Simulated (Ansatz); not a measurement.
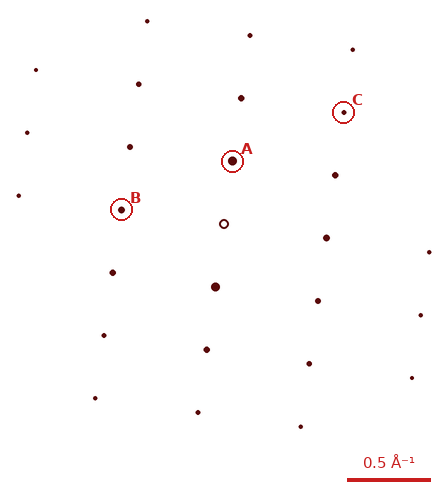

The pattern is a kinematic simulation for 300 kV electrons (no multiple scattering; isotropic B = 0.5 Å²). The zone axis points towards the electron source and the pattern is seen from the source side.

Zr, space group Fm-3m (No. 225), a = 4.530 Å. Structure: the input geometry of an electronic-structure calculation (not necessarily at equilibrium); the starting structure was generated, so it need not be a known form of this composition.

```csv
atom,site,symmetry,x,y,z
Zr,4a,m-3m,0.0000,0.0000,0.0000
```

Spot A is indexed -1 1 1 and spot B 0 -2 2.

Q: Give hkl for C.

A: C = 2A − B = -2 4 0 (d = 1.013 Å).

Q: Which zone axis is this?

A: The cross product of A and B is parallel to [211]; every spot obeys hu + kv + lw = 0.

Q: What are the spacings of A and B and the angle between them?

A: d(A) = 2.616 Å, d(B) = 1.602 Å, and the angle is 90.0°.
